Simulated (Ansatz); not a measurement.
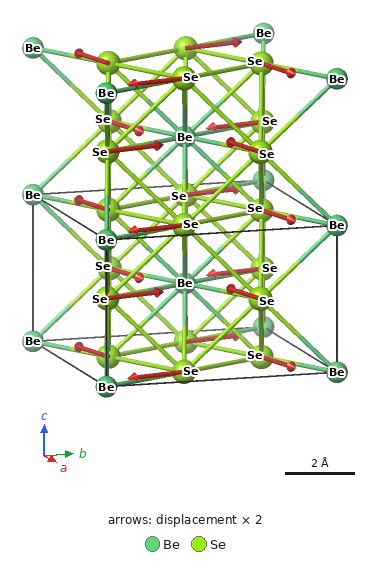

A relaxation of crystalline BeSe4 (a generated structure, set up in I4/m) (coarse preliminary run). The starting structure is drawn; red arrows show the displacements (the part carried along by the change of the cell is left out), magnified 2 times.

The picture is a ball-and-stick view of the conventional cell (2 times the calculation's cell), repeated 1 × 1 × 2 with one cell outlined, seen slightly off an axis. Lengths and directions refer to the drawn axes.

Level of theory: DFT PBE, scalar-relativistic, plane waves, PAW (Ansatz).

The input:
```yaml
crystal:
  lattice:
    - [-3.50921911, 3.50921911, 2.17066393]
    - [3.50921911, -3.50921911, 2.17066393]
    - [3.50921911, 3.50921911, -2.17066393]
  atoms:
    - { symbol: Be, position: [0.0, 0.0, 0.0] }
    - { symbol: Se, position: [0.19961011, 0.59963077, 0.79924089] }
    - { symbol: Se, position: [0.59963077, 0.80038989, 0.40002066] }
    - { symbol: Se, position: [0.40036923, 0.19961011, 0.59997934] }
    - { symbol: Se, position: [0.80038989, 0.40036923, 0.20075911] }
basis:
  ecutwfc: 420
kpoints:
  mp_grid: { grid: [6, 6, 6] }
hamiltonian:
  xc: pbe
scf:
  occupations: { method: gaussian, width: 0.1 }
  lower_state_search: "off"
output:
  forces: true
  stress: true
  eigenvalues: true
relax:
  adjacent_minimum: "off"
  f_tol: 0.04
  max_steps: 70
  cell: { stress_tol: 0.4 }
```

Launched with:
```bash
ansatz run input.yaml --threads 1 --pin off --max-ram 2560MiB --backend cpu --events-out ev --progress --plain --runs-dir out
```

Which element moves most?

Selenium: up to 0.96 Å, against 0.00 Å for beryllium.

What did the optimiser do to the structure, and how much energy did it gain?

The largest moves relative to the cell, 0.96 Å, are those of Se2, Se3, Se4 and Se5. Se3 goes along [1 −3 0]. Be stays in place. The drawn cell changes as follows: a = b 7.018 → 7.454 Å (+6.2 %), c 4.341 → 4.365 Å (+0.5 %); the volume changes by +13.4 %. Near-neighbour distances that change, for instance: Se2–Se3 3.141 → 4.214 Å, Se2–Se5 3.132 → 4.204 Å, Be1–Se2 3.140 → 2.408 Å, Se2–Se5 (another image) 3.109 → 2.516 Å. The space group stays I4/m (No. 87). The energy falls by 3.650 eV per cell of the calculation in 11 accepted moves (13 points after the start). The largest force component goes from 0.32 to 0.0053 eV/Å. The pressure goes from −6.42 to 0.08 GPa. The line search rejected the trial step at point 6 of the run. At 1 point the geometry stayed and the basis and grid were re-selected for the new cell (energy shift of 0.9 meV per cell of the calculation at most each time).
